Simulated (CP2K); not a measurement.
**A series of single points on Pt**

System: Pt (2 atoms in the cell).
Method: Kohn-Sham DFT of a periodic cell, PBE, GTH-PBE with UZH-TZVP basis, no spin polarisation (CP2K 2026.2).

The 6 runs differ only in the geometry, by an even scaling of the cell at fixed fractional positions. The structure derives from a Materials Project entry.

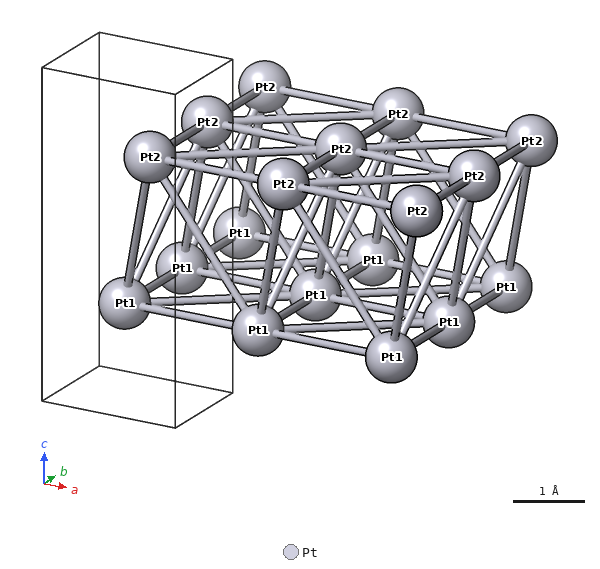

Figure 1. The structure of run 4 (ball-and-stick view of the cell of the calculation, repeated 3 × 3 × 1, seen slightly off an axis; atoms are numbered from 1 in the order of the input).

**Input of run 4**
```
&GLOBAL
  PROJECT pt_eos
  RUN_TYPE ENERGY_FORCE
  PRINT_LEVEL LOW
&END GLOBAL
&FORCE_EVAL
  METHOD QS
  STRESS_TENSOR ANALYTICAL
  &DFT
    BASIS_SET_FILE_NAME BASIS_MOLOPT_UZH
    POTENTIAL_FILE_NAME POTENTIAL_UZH
    WFN_RESTART_FILE_NAME previous-RESTART.kp
    &MGRID
      CUTOFF 450
      REL_CUTOFF 60
      NGRIDS 4
    &END MGRID
    &QS
      METHOD GPW
      EPS_DEFAULT 1.0E-10
    &END QS
    &KPOINTS
      SCHEME MONKHORST-PACK 11 11 6
      GAMMA_CENTERED T
      SYMMETRY T
      SYMMETRY_BACKEND SPGLIB
    &END KPOINTS
    &SCF
      SCF_GUESS RESTART
      EPS_SCF 1.0E-6
      MAX_SCF 100
      ADDED_MOS 16
      CHOLESKY OFF
      EPS_EIGVAL 1.0E-7
      &DIAGONALIZATION ON
        ALGORITHM STANDARD
      &END DIAGONALIZATION
      &MIXING ON
        METHOD BROYDEN_MIXING
        ALPHA 0.4
        BETA 1.5
        NBUFFER 8
      &END MIXING
      &SMEAR ON
        METHOD FERMI_DIRAC
        ELECTRONIC_TEMPERATURE [K] 580.226
      &END SMEAR
    &END SCF
    &XC
      &XC_FUNCTIONAL PBE
      &END XC_FUNCTIONAL
    &END XC
    &PRINT
      &KPOINTS ON
      &END KPOINTS
      &MULLIKEN ON
      &END MULLIKEN
      &MO ON
        ENERGIES T
        OCCUPATION_NUMBERS T
        &EACH
          QS_SCF 0
        &END EACH
        ADD_LAST NUMERIC
      &END MO
    &END PRINT
  &END DFT
  &SUBSYS
    &CELL
      A 2.7789487024 0.0000000000 0.0000000000
      B -1.3894743512 2.4066401720 0.0000000000
      C 0.0000000000 0.0000000000 4.8238709117
      PERIODIC XYZ
    &END CELL
    &COORD
      SCALED
      Pt  0.3333333333 0.6666666667 0.2500000000
      Pt  0.6666666667 0.3333333333 0.7500000000
    &END COORD
    &KIND Pt
      BASIS_SET TZVP-MOLOPT-PBE-GTH-q18
      POTENTIAL GTH-PBE-q18
    &END KIND
    &PRINT
      &ATOMIC_COORDINATES ON
      &END ATOMIC_COORDINATES
      &CELL ON
      &END CELL
      &SYMMETRY ON
      &END SYMMETRY
    &END PRINT
  &END SUBSYS
  &PRINT
    &FORCES ON
    &END FORCES
    &STRESS_TENSOR ON
    &END STRESS_TENSOR
  &END PRINT
&END FORCE_EVAL
```

Command:
```bash
OMP_NUM_THREADS=1 cp2k.psmp -i pt_eos.inp -o pt_eos.out
```

Lattice vectors (Å) and fractional positions of run 4:
```
   2.778949    0.000000    0.000000
  -1.389474    2.406640    0.000000
   0.000000    0.000000    4.823871
Pt  0.333333  0.666667  0.250000
Pt  0.666667  0.333333  0.750000
```

Run 3 differs from it as follows:
```diff
-      A 2.7789487024 0.0000000000 0.0000000000
-      B -1.3894743512 2.4066401720 0.0000000000
-      C 0.0000000000 0.0000000000 4.8238709117
+      A 2.7421371004 0.0000000000 0.0000000000
+      B -1.3710685502 2.3747603895 0.0000000000
+      C 0.0000000000 0.0000000000 4.7599710578
```

**Results, with one run withheld**

| run | volume per atom (Å³) | free energy per atom, from the lowest run given (meV) | pressure (GPa) |
| --- | --- | --- | --- |
| 1 | 14.866 | 38.57 | 16.97 |
| 2 | 15.182 | 11.76 | 10.28 |
| 3 | 15.498 | ? | ? |
| 4 | 16.131 | 0.00 | −5.30 |
| 5 | 16.447 | 14.48 | −9.28 |
| 6 | 16.763 | 36.32 | −12.77 |

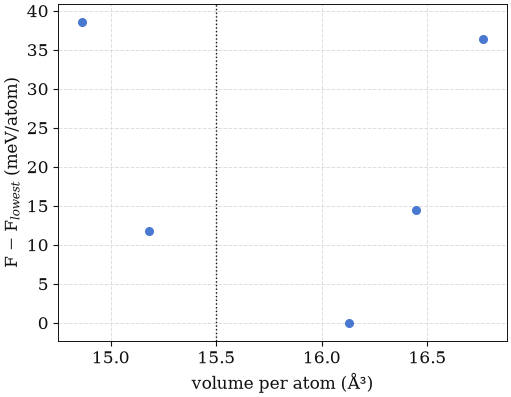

Figure 2. Free energy per atom of the runs given; the dotted line marks run 3.

Fit the runs given and predict run 3.

A cubic polynomial in V^(−2/3) (the Birch–Murnaghan form), fitted to the 5 runs given, misses them by under 0.01 meV per atom. With x = V^(−2/3) − 0.15849 Å⁻², it reads F = −5.8901 − 1209.8 x + 1.0701e+06 x² + 5.1975e+06 x³ (meV per atom). At run 3 it gives −2.63 meV per atom, and the run itself gives −2.61. The slope of the fit gives a pressure −dF/dV of 4.41 GPa there, and the run prints 4.40 GPa. The fit has its minimum at 15.765 Å³ per atom, where V d²F/dV² gives 247 GPa. Cell shape and fractional positions are held, so this is the stiffness under even scaling; the relaxed bulk modulus wasn't computed.

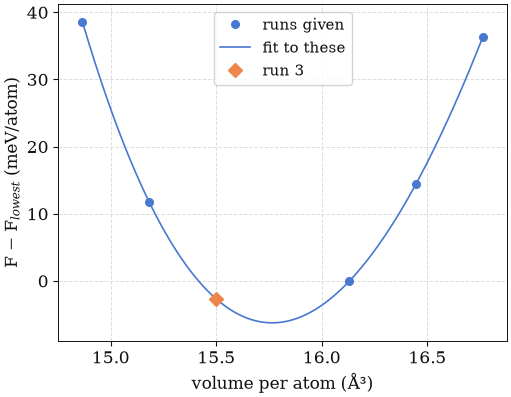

Figure 3. The fit and the withheld run.

**Some lines of the output (run 3)**
```
[...]
 CELL| Volume [angstrom^3]:                                            30.996544
 CELL_REF| Volume [angstrom^3]:                                        30.996544
                        Smear method:                                FERMI_DIRAC
  Step     Update method      Time    Convergence         Total energy    Change
  Fermi energy:                                                 0.56676562728022
  Total energy:                                              -240.41169199601890
  Total energy (extrapolated to T->0):                       -240.41104871475480
 MO| E(Fermi):            0.566766 a.u.         15.422477 eV
```

Notes: Spin–orbit coupling is left out, which matters for Pt.
